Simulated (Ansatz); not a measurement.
# Geometry relaxation, with input and output: Fe (part 1 of 2)

System: Fe (Fm-3m, 1 atom in the cell).
Method: DFT, PBE, plane waves, PAW, no spin polarisation (Ansatz 0.2.0).

The structure derives from an entry of the Crystallography Open Database. The run did not end well.

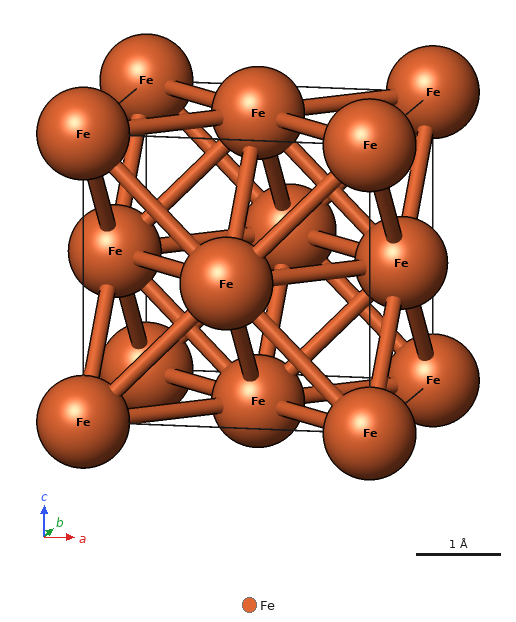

The structure as given in the input (ball-and-stick view of the cell 4 times as large as that of the calculation, set on its symmetry axes, seen slightly off an axis). Near neighbours in the crystal (not all of them lie inside the picture): Fe has 12 Fe at 2.48 Å.

**Input**
```yaml
crystal:
  lattice:
    - [0.0, 1.75523, 1.75523]
    - [1.75523, 0.0, 1.75523]
    - [1.75523, 1.75523, 0.0]
  atoms:
    - { symbol: Fe, position: [0.0, 0.0, 0.0] }
  symmetry: { tolerance: 0.0003 }
kpoints:
  mp_grid: { grid: [9, 9, 9], shift: [0, 0, 0] }
magnetization:
  spin_polarized: false
scf:
  occupations: { method: fermi_dirac, width: 0.0577 }
hamiltonian:
  pseudopotentials: { kind: paw }
  xc: pbe
basis:
  ecutwfc: "200 eV"
output:
  forces: true
  stress: true
  eigenvalues: true
relax:
  max_steps: 40
  cell: {}
```

Hardware: 1 thread of an x86-64 CPU, shared host.

Launched with:
```bash
ansatz run input.yaml --threads 1 --pin off --max-ram 2560MiB --backend cpu --events-out ev --progress --plain --runs-dir out
```

**Output**
```
Warning: basis.ecutwfc = 200 eV is below the records' recommended 420 eV, and the density's cutoff is lower with it unless basis.ecutrho_ratio is high enough to keep the records' density cutoff: compare with a run at a higher cutoff
The last accepted step is kept in [file] (removed where the run ends without a failure and the disk answers)
Engine: ansatz 0.2.0, x86_64-unknown-linux-gnu
Pseudopotentials: kind: paw
Pseudopotential: Fe, paw, valence charge 16, recommended cutoff 420 eV (normal), Fe.paw.azcp
Functional definition: PBE
  parameter kappa = 0.804
  parameter beta = 0.06672455060314922
  exchange = pbe_x(kappa = kappa, mu = beta*pi^2/3)
  correlation = pbe_c(beta = beta)
Crystal: 1 atoms, lattice volume = 10.815 Å³
Basis set: ecut = 200 eV, 65 PW (Γ), exchange–correlation on 24×24×24 points (8 copies of the dense FFT grid, shifted against one another)
Bands: 12, of which v1, the nominal top of the filled ones, is band 8 counted from 1 (7 counted from 0)
Symmetry: 48 space group operations
Space group: Fm-3m (ITA 225), of the structure as read, at distance tolerance 6.6e-4 Å
k-points: 35 of 729
Non-local potential: Fe, projectors of the file, l = 0: 3, l = 1: 2, l = 2: 3, l = 3: 1
PAW form: soft (Blöchl's): semilocal exchange-correlation on the pseudo side does not see the compensation charge
PAW one-centre angular grid: Fe, 590 points (default); XC on 64 Gauss nodes
Initial density: superposition of atomic densities (neutral atoms: chi_scale 0, normalization atom), corrected by the library's trained network
Initial wavefunctions: pseudopotential atomic-orbital guess
Functional: x = pbe(κ = 0.804, μ = 0.2195149727645171), c = pbe(β = 0.06672455060314922)
SCF iter   1: F=—  HF=-4465.303335 eV  |F-HF|=—  |Δ(HF+E_count)|=         —  Δρ=2.39e-1  dr2=2.39e0  ethr=1.77e-3  ⟨swp⟩=3.7  Hψ=1914  notcnv=0
preconditioner: auto → none  [metal: Δε(μ)=0.045 eV  Ē_g=9.977 eV  σ=0.058 eV  W_gap=0.19  n_scr=0 (ndim 8)  ℏωp=31.9 eV  f_vac=0.000  D(μ)=2.43/eV (n_scr^D=58)]
SCF iter   2: F=—  HF=-4463.638264 eV  |F-HF|=—  |Δ(HF+E_count)|=    1.67e0  Δρ=4.86e-2  dr2=9.15e-2  ethr=1.77e-3  ⟨swp⟩=2.0  Hψ=1120  notcnv=0
SCF iter   3: F=—  HF=-4463.451368 eV  |F-HF|=—  |Δ(HF+E_count)|=   1.87e-1  Δρ=1.55e-2  dr2=1.94e-2  ethr=5.72e-4  ⟨swp⟩=2.4  Hψ=977  notcnv=0
SCF iter   4: F=—  HF=-4463.445413 eV  |F-HF|=—  |Δ(HF+E_count)|=   5.95e-3  Δρ=5.35e-4  dr2=1.29e-5  ethr=1.21e-4  ⟨swp⟩=1.7  Hψ=467  notcnv=0
SCF iter   5: F=—  HF=-4463.445467 eV  |F-HF|=—  |Δ(HF+E_count)|=   5.31e-5  Δρ=1.60e-4  dr2=1.44e-6  ethr=8.09e-8  ⟨swp⟩=2.1  Hψ=716  notcnv=0
SCF iter   6: F=-4463.445466 eV  HF=-4463.445466 eV  |F-HF|=2.83e-10  |Δ(HF+E_count)|=   4.37e-7  Δρ=2.86e-6  dr2=2.17e-10  ethr=6.25e-10  ⟨swp⟩=2.2  Hψ=1443  notcnv=0
SCF 1 converged in 6 iterations: F = -4463.445466 eV  dr2 = 2.17e-10
  greatest PAW one-centre occupation: 1.064 electrons in one spin orbital (limit 2), on the Fe atom at site 0 (counted from 0), in its partial waves of l = 1
relax step   1: F+E_penalty+E_count = -4463.44546610 eV  Δ(F+E_penalty+E_count) = +0.000e0 eV  max|allowed force component| = 0.000e0 eV/Å  Δτ_max = 0.0000 Å  P = -94.672 GPa  Ω = 10.815 Å³  (6 SCF iters, dr2 threshold 1.00e-7 eV, accepted)
Crystal: 1 atoms, lattice volume = 9.309 Å³
Basis set: ecut = 200 eV, 59 PW (Γ), exchange–correlation on 24×24×24 points (8 copies of the dense FFT grid, shifted against one another)
Initial density: handed on by an earlier stage of this run
Initial wavefunctions: those handed on with the density
iter 1 solved again at ethr=1.37e-3 eV; its pass at ethr=3.10e-3 eV (dr2=2.19e-1 eV) is discarded
SCF iter   1: F=—  HF=-4471.783381 eV  |F-HF|=—  |Δ(HF+E_count)|=         —  Δρ=8.34e-2  dr2=2.19e-1  ethr=1.37e-3  ⟨swp⟩=1.0  Hψ=2674  notcnv=0
preconditioner: auto → none  [metal: Δε(μ)=0.033 eV  Ē_g=11.604 eV  σ=0.058 eV  W_gap=0.14  n_scr=0 (ndim 8)  ℏωp=34.4 eV  f_vac=0.000  D(μ)=2.42/eV (n_scr^D=58)]
SCF iter   2: F=—  HF=-4471.682491 eV  |F-HF|=—  |Δ(HF+E_count)|=   1.01e-1  Δρ=6.98e-2  dr2=3.18e-1  ethr=1.37e-3  ⟨swp⟩=2.0  Hψ=820  notcnv=0
SCF iter   3: F=—  HF=-4471.621954 eV  |F-HF|=—  |Δ(HF+E_count)|=   6.05e-2  Δρ=1.57e-2  dr2=6.82e-3  ethr=1.37e-3  ⟨swp⟩=2.0  Hψ=794  notcnv=0
SCF iter   4: F=—  HF=-4471.611321 eV  |F-HF|=—  |Δ(HF+E_count)|=   1.06e-2  Δρ=1.36e-3  dr2=8.70e-5  ethr=4.26e-5  ⟨swp⟩=2.4  Hψ=742  notcnv=0
SCF iter   5: F=—  HF=-4471.611329 eV  |F-HF|=—  |Δ(HF+E_count)|=   7.76e-6  Δρ=2.85e-4  dr2=5.43e-6  ethr=5.44e-7  ⟨swp⟩=1.2  Hψ=435  notcnv=0
SCF iter   6: F=-4471.611328 eV  HF=-4471.611328 eV  |F-HF|=3.87e-8  |Δ(HF+E_count)|=   5.18e-7  Δρ=3.53e-5  dr2=8.25e-8  ethr=6.25e-10  ⟨swp⟩=3.0  Hψ=1478  notcnv=0
SCF 2 converged in 6 iterations: F = -4471.611328 eV  dr2 = 8.25e-8
  greatest PAW one-centre occupation: 1.034 electrons in one spin orbital (limit 2), on the Fe atom at site 0 (counted from 0), in its partial waves of l = 1
relax step   2: F+E_penalty+E_count = -4471.61132823 eV  Δ(F+E_penalty+E_count) = -8.166e0 eV  max|allowed force component| = 0.000e0 eV/Å  Δτ_max = 0.0000 Å  P = +439.765 GPa  Ω = 9.309 Å³  energy of the carried Pulay correction = +9.714e0 eV  (6 SCF iters, dr2 threshold 1.00e-7 eV, rejected (line search))
[... from here on the SCF iterations and repeated set-up lines of each step are left out, up to the last step ...]
SCF 3 converged in 7 iterations: F = -4465.365299 eV  dr2 = 3.16e-12
relax step   3: F+E_penalty+E_count = -4465.36529910 eV  Δ(F+E_penalty+E_count) = -1.920e0 eV  max|allowed force component| = 0.000e0 eV/Å  Δτ_max = 0.0000 Å  P = +3.121 GPa  Ω = 10.514 Å³  energy of the carried Pulay correction = +1.833e0 eV  (7 SCF iters, accepted)
SCF 4 converged in 6 iterations: F = -4465.307702 eV  dr2 = 2.63e-15
relax step   4: F+E_penalty+E_count = -4465.30770207 eV  Δ(F+E_penalty+E_count) = +5.760e-2 eV  max|allowed force component| = 0.000e0 eV/Å  Δτ_max = 0.0000 Å  P = -0.007 GPa  Ω = 10.523 Å³  energy of the carried Pulay correction = +1.775e0 eV  (6 SCF iters, dr2 threshold 1.00e-7 eV, accepted)
SCF 5 converged in 6 iterations: F = -4463.615067 eV  dr2 = 2.09e-12
relax step   5: F+E_penalty+E_count = -4463.61506667 eV  Δ(F+E_penalty+E_count) = +1.693e0 eV  max|allowed force component| = 0.000e0 eV/Å  Δτ_max = 0.0000 Å  P = -94.690 GPa  Ω = 10.523 Å³  stress off target by 9.47e1 GPa  SCF on the basis re-selected at this cell (its energy is not comparable with the rows above)  (6 SCF iters)
SCF 6 converged in 6 iterations: F = -4465.442658 eV  dr2 = 8.89e-12
relax step   6: F+E_penalty+E_count = -4465.44265823 eV  Δ(F+E_penalty+E_count) = -1.828e0 eV  max|allowed force component| = 0.000e0 eV/Å  Δτ_max = 0.0000 Å  P = +6.920 GPa  Ω = 10.243 Å³  energy of the carried Pulay correction = +1.751e0 eV  (6 SCF iters, dr2 threshold 1.00e-7 eV, accepted)
SCF 7 converged in 6 iterations: F = -4465.321052 eV  dr2 = 5.61e-15
relax step   7: F+E_penalty+E_count = -4465.32105217 eV  Δ(F+E_penalty+E_count) = +1.216e-1 eV  max|allowed force component| = 0.000e0 eV/Å  Δτ_max = 0.0000 Å  P = -0.044 GPa  Ω = 10.262 Å³  energy of the carried Pulay correction = +1.629e0 eV  (6 SCF iters, dr2 threshold 1.00e-7 eV, accepted)
SCF 8 converged in 7 iterations: F = -4463.489553 eV  dr2 = 7.71e-14
relax step   8: F+E_penalty+E_count = -4463.48955286 eV  Δ(F+E_penalty+E_count) = +1.831e0 eV  max|allowed force component| = 0.000e0 eV/Å  Δτ_max = 0.0000 Å  P = -54.829 GPa  Ω = 10.262 Å³  stress off target by 5.48e1 GPa  SCF on the basis re-selected at this cell (its energy is not comparable with the rows above)  (7 SCF iters)
SCF 9 converged in 6 iterations: F = -4464.528546 eV  dr2 = 4.23e-12
relax step   9: F+E_penalty+E_count = -4464.52854639 eV  Δ(F+E_penalty+E_count) = -1.039e0 eV  max|allowed force component| = 0.000e0 eV/Å  Δτ_max = 0.0000 Å  P = -12.060 GPa  Ω = 10.110 Å³  energy of the carried Pulay correction = +1.007e0 eV  (6 SCF iters, dr2 threshold 1.00e-7 eV, accepted)
SCF 10 converged in 6 iterations: F = -4464.808560 eV  dr2 = 3.09e-14
relax step  10: F+E_penalty+E_count = -4464.80855977 eV  Δ(F+E_penalty+E_count) = -2.800e-1 eV  max|allowed force component| = 0.000e0 eV/Å  Δτ_max = 0.0000 Å  P = -0.333 GPa  Ω = 10.068 Å³  energy of the carried Pulay correction = +1.286e0 eV  (6 SCF iters, dr2 threshold 1.00e-7 eV, accepted)
SCF 11 converged in 6 iterations: F = -4464.816622 eV  dr2 = 1.65e-15
relax step  11: F+E_penalty+E_count = -4464.81662246 eV  Δ(F+E_penalty+E_count) = -8.063e-3 eV  max|allowed force component| = 0.000e0 eV/Å  Δτ_max = 0.0000 Å  P = +0.006 GPa  Ω = 10.067 Å³  energy of the carried Pulay correction = +1.294e0 eV  (6 SCF iters, dr2 threshold 1.00e-7 eV, accepted)
SCF 12 converged in 6 iterations: F = -4463.949761 eV  dr2 = 2.81e-12
relax step  12: F+E_penalty+E_count = -4463.94976125 eV  Δ(F+E_penalty+E_count) = +8.669e-1 eV  max|allowed force component| = 0.000e0 eV/Å  Δτ_max = 0.0000 Å  P = -93.664 GPa  Ω = 10.067 Å³  stress off target by 9.37e1 GPa  SCF on the basis re-selected at this cell (its energy is not comparable with the rows above)  (6 SCF iters)
SCF 13 converged in 6 iterations: F = -4466.171414 eV  dr2 = 4.72e-10
relax step  13: F+E_penalty+E_count = -4466.17141426 eV  Δ(F+E_penalty+E_count) = -2.222e0 eV  max|allowed force component| = 0.000e0 eV/Å  Δτ_max = 0.0000 Å  P = +46.049 GPa  Ω = 9.735 Å³  energy of the carried Pulay correction = +2.172e0 eV  (6 SCF iters, dr2 threshold 1.00e-7 eV, accepted)
SCF 14 converged in 5 iterations: F = -4465.704835 eV  dr2 = 1.13e-9
relax step  14: F+E_penalty+E_count = -4465.70483476 eV  Δ(F+E_penalty+E_count) = +4.666e-1 eV  max|allowed force component| = 0.000e0 eV/Å  Δτ_max = 0.0000 Å  P = +15.232 GPa  Ω = 9.807 Å³  energy of the carried Pulay correction = +1.691e0 eV  (5 SCF iters, dr2 threshold 1.00e-7 eV, accepted)
SCF 15 converged in 5 iterations: F = -4465.467723 eV  dr2 = 2.90e-10
relax step  15: F+E_penalty+E_count = -4465.46772342 eV  Δ(F+E_penalty+E_count) = +2.371e-1 eV  max|allowed force component| = 0.000e0 eV/Å  Δτ_max = 0.0000 Å  P = -0.104 GPa  Ω = 9.844 Å³  energy of the carried Pulay correction = +1.452e0 eV  (5 SCF iters, dr2 threshold 1.00e-7 eV, accepted)
SCF 16 converged in 3 iterations: F = -4465.469353 eV  dr2 = 1.56e-9
relax step  16: F+E_penalty+E_count = -4465.46935336 eV  Δ(F+E_penalty+E_count) = -1.630e-3 eV  max|allowed force component| = 0.000e0 eV/Å  Δτ_max = 0.0000 Å  P = -0.000 GPa  Ω = 9.843 Å³  energy of the carried Pulay correction = +1.454e0 eV  (3 SCF iters, dr2 threshold 2.73e-8 eV, accepted)
SCF 17 converged in 7 iterations: F = -4463.773295 eV  dr2 = 5.72e-13
relax step  17: F+E_penalty+E_count = -4463.77329461 eV  Δ(F+E_penalty+E_count) = +1.696e0 eV  max|allowed force component| = 0.000e0 eV/Å  Δτ_max = 0.0000 Å  P = -126.601 GPa  Ω = 9.843 Å³  stress off target by 1.27e2 GPa  SCF on the basis re-selected at this cell (its energy is not comparable with the rows above)  (7 SCF iters)
SCF 18 converged in 6 iterations: F = -4465.835248 eV  dr2 = 4.41e-10
relax step  18: F+E_penalty+E_count = -4465.83524765 eV  Δ(F+E_penalty+E_count) = -2.062e0 eV  max|allowed force component| = 0.000e0 eV/Å  Δτ_max = 0.0000 Å  P = +9.702 GPa  Ω = 9.546 Å³  energy of the carried Pulay correction = +1.953e0 eV  (6 SCF iters, dr2 threshold 1.00e-7 eV, accepted)
SCF 19 converged in 4 iterations: F = -4465.704646 eV  dr2 = 2.06e-9
relax step  19: F+E_penalty+E_count = -4465.70464587 eV  Δ(F+E_penalty+E_count) = +1.306e-1 eV  max|allowed force component| = 0.000e0 eV/Å  Δτ_max = 0.0000 Å  P = +0.589 GPa  Ω = 9.565 Å³  energy of the carried Pulay correction = +1.822e0 eV  (4 SCF iters, dr2 threshold 1.00e-7 eV, accepted)
SCF 20 converged in 3 iterations: F = -4465.696163 eV  dr2 = 6.93e-9
relax step  20: F+E_penalty+E_count = -4465.69616291 eV  Δ(F+E_penalty+E_count) = +8.483e-3 eV  max|allowed force component| = 0.000e0 eV/Å  Δτ_max = 0.0000 Å  P = +0.006 GPa  Ω = 9.567 Å³  energy of the carried Pulay correction = +1.813e0 eV  (3 SCF iters, dr2 threshold 1.00e-7 eV, accepted)
SCF 21 converged in 7 iterations: F = -4464.272089 eV  dr2 = 1.20e-14
relax step  21: F+E_penalty+E_count = -4464.27208940 eV  Δ(F+E_penalty+E_count) = +1.424e0 eV  max|allowed force component| = 0.000e0 eV/Å  Δτ_max = 0.0000 Å  P = -174.719 GPa  Ω = 9.567 Å³  stress off target by 1.75e2 GPa  SCF on the basis re-selected at this cell (its energy is not comparable with the rows above)  (7 SCF iters)
SCF 22 converged in 6 iterations: F = -4466.830983 eV  dr2 = 4.25e-10
relax step  22: F+E_penalty+E_count = -4466.83098282 eV  Δ(F+E_penalty+E_count) = -2.559e0 eV  max|allowed force component| = 0.000e0 eV/Å  Δτ_max = 0.0000 Å  P = +6.508 GPa  Ω = 9.189 Å³  energy of the carried Pulay correction = +2.360e0 eV  (6 SCF iters, dr2 threshold 1.00e-7 eV, accepted)
SCF 23 converged in 4 iterations: F = -4466.750534 eV  dr2 = 8.80e-10
relax step  23: F+E_penalty+E_count = -4466.75053445 eV  Δ(F+E_penalty+E_count) = +8.045e-2 eV  max|allowed force component| = 0.000e0 eV/Å  Δτ_max = 0.0000 Å  P = +0.371 GPa  Ω = 9.202 Å³  energy of the carried Pulay correction = +2.279e0 eV  (4 SCF iters, dr2 threshold 1.00e-7 eV, accepted)
SCF 24 converged in 2 iterations: F = -4466.745657 eV  dr2 = 6.79e-8
relax step  24: F+E_penalty+E_count = -4466.74565684 eV  Δ(F+E_penalty+E_count) = +4.878e-3 eV  max|allowed force component| = 0.000e0 eV/Å  Δτ_max = 0.0000 Å  P = -0.007 GPa  Ω = 9.202 Å³  energy of the carried Pulay correction = +2.274e0 eV  (2 SCF iters, dr2 threshold 1.00e-7 eV, accepted)
SCF 25 converged in 7 iterations: F = -4464.787322 eV  dr2 = 1.26e-12
relax step  25: F+E_penalty+E_count = -4464.78732221 eV  Δ(F+E_penalty+E_count) = +1.958e0 eV  max|allowed force component| = 0.000e0 eV/Å  Δτ_max = 0.0000 Å  P = -109.646 GPa  Ω = 9.202 Å³  stress off target by 1.10e2 GPa  SCF on the basis re-selected at this cell (its energy is not comparable with the rows above)  (7 SCF iters)
SCF 26 converged in 6 iterations: F = -4466.315407 eV  dr2 = 2.00e-10
relax step  26: F+E_penalty+E_count = -4466.31540683 eV  Δ(F+E_penalty+E_count) = -1.528e0 eV  max|allowed force component| = 0.000e0 eV/Å  Δτ_max = 0.0000 Å  P = -32.189 GPa  Ω = 8.980 Å³  energy of the carried Pulay correction = +1.430e0 eV  (6 SCF iters, dr2 threshold 1.00e-7 eV, accepted)
SCF 27 converged in 5 iterations: F = -4466.894096 eV  dr2 = 2.15e-9
relax step  27: F+E_penalty+E_count = -4466.89409551 eV  Δ(F+E_penalty+E_count) = -5.787e-1 eV  max|allowed force component| = 0.000e0 eV/Å  Δτ_max = 0.0000 Å  P = -1.387 GPa  Ω = 8.890 Å³  energy of the carried Pulay correction = +1.999e0 eV  (5 SCF iters, dr2 threshold 1.00e-7 eV, accepted)
SCF 28 converged in 4 iterations: F = -4466.919418 eV  dr2 = 2.79e-10
relax step  28: F+E_penalty+E_count = -4466.91941818 eV  Δ(F+E_penalty+E_count) = -2.532e-2 eV  max|allowed force component| = 0.000e0 eV/Å  Δτ_max = 0.0000 Å  P = -0.019 GPa  Ω = 8.886 Å³  energy of the carried Pulay correction = +2.024e0 eV  (4 SCF iters, dr2 threshold 1.00e-7 eV, accepted)
SCF 29 converged in 6 iterations: F = -4464.890127 eV  dr2 = 2.88e-12
relax step  29: F+E_penalty+E_count = -4464.89012687 eV  Δ(F+E_penalty+E_count) = +2.029e0 eV  max|allowed force component| = 0.000e0 eV/Å  Δτ_max = 0.0000 Å  P = -84.027 GPa  Ω = 8.886 Å³  stress off target by 8.40e1 GPa  SCF on the basis re-selected at this cell (its energy is not comparable with the rows above)  (6 SCF iters)
SCF 30 converged in 6 iterations: F = -4466.559806 eV  dr2 = 2.37e-10
relax step  30: F+E_penalty+E_count = -4466.55980649 eV  Δ(F+E_penalty+E_count) = -1.670e0 eV  max|allowed force component| = 0.000e0 eV/Å  Δτ_max = 0.0000 Å  P = -7.807 GPa  Ω = 8.644 Å³  energy of the carried Pulay correction = +1.600e0 eV  (6 SCF iters, dr2 threshold 1.00e-7 eV, accepted)
SCF 31 converged in 5 iterations: F = -4466.732151 eV  dr2 = 1.67e-10
relax step  31: F+E_penalty+E_count = -4466.73215074 eV  Δ(F+E_penalty+E_count) = -1.723e-1 eV  max|allowed force component| = 0.000e0 eV/Å  Δτ_max = 0.0000 Å  P = +0.435 GPa  Ω = 8.618 Å³  energy of the carried Pulay correction = +1.772e0 eV  (5 SCF iters, dr2 threshold 1.00e-7 eV, accepted)
SCF 32 converged in 3 iterations: F = -4466.723137 eV  dr2 = 1.20e-8
relax step  32: F+E_penalty+E_count = -4466.72313688 eV  Δ(F+E_penalty+E_count) = +9.014e-3 eV  max|allowed force component| = 0.000e0 eV/Å  Δτ_max = 0.0000 Å  P = +0.011 GPa  Ω = 8.619 Å³  energy of the carried Pulay correction = +1.763e0 eV  (3 SCF iters, dr2 threshold 1.00e-7 eV, accepted)
SCF 33 converged in 7 iterations: F = -4465.188703 eV  dr2 = 8.25e-14
relax step  33: F+E_penalty+E_count = -4465.18870256 eV  Δ(F+E_penalty+E_count) = +1.534e0 eV  max|allowed force component| = 0.000e0 eV/Å  Δτ_max = 0.0000 Å  P = -60.449 GPa  Ω = 8.619 Å³  stress off target by 6.04e1 GPa  SCF on the basis re-selected at this cell (its energy is not comparable with the rows above)  (7 SCF iters)
SCF 34 converged in 6 iterations: F = -4466.644232 eV  dr2 = 1.97e-10
relax step  34: F+E_penalty+E_count = -4466.64423173 eV  Δ(F+E_penalty+E_count) = -1.456e0 eV  max|allowed force component| = 0.000e0 eV/Å  Δτ_max = 0.0000 Å  P = +2.610 GPa  Ω = 8.407 Å³  energy of the carried Pulay correction = +1.417e0 eV  (6 SCF iters, dr2 threshold 1.00e-7 eV, accepted)
SCF 35 converged in 4 iterations: F = -4466.584582 eV  dr2 = 4.61e-10
relax step  35: F+E_penalty+E_count = -4466.58458171 eV  Δ(F+E_penalty+E_count) = +5.965e-2 eV  max|allowed force component| = 0.000e0 eV/Å  Δτ_max = 0.0000 Å  P = -0.072 GPa  Ω = 8.416 Å³  energy of the carried Pulay correction = +1.358e0 eV  (4 SCF iters, dr2 threshold 1.00e-7 eV, accepted)
SCF 36 converged in 3 iterations: F = -4466.586185 eV  dr2 = 8.11e-10
relax step  36: F+E_penalty+E_count = -4466.58618542 eV  Δ(F+E_penalty+E_count) = -1.604e-3 eV  max|allowed force component| = 0.000e0 eV/Å  Δτ_max = 0.0000 Å  P = -0.001 GPa  Ω = 8.415 Å³  energy of the carried Pulay correction = +1.359e0 eV  (3 SCF iters, dr2 threshold 1.29e-8 eV, accepted)
SCF 37 converged in 7 iterations: F = -4464.568517 eV  dr2 = 5.51e-14
relax step  37: F+E_penalty+E_count = -4464.56851705 eV  Δ(F+E_penalty+E_count) = +2.018e0 eV  max|allowed force component| = 0.000e0 eV/Å  Δτ_max = 0.0000 Å  P = +74.787 GPa  Ω = 8.415 Å³  stress off target by 7.48e1 GPa  SCF on the basis re-selected at this cell (its energy is not comparable with the rows above)  (7 SCF iters)
SCF 38 converged in 6 iterations: F = -4462.678380 eV  dr2 = 3.02e-10
```
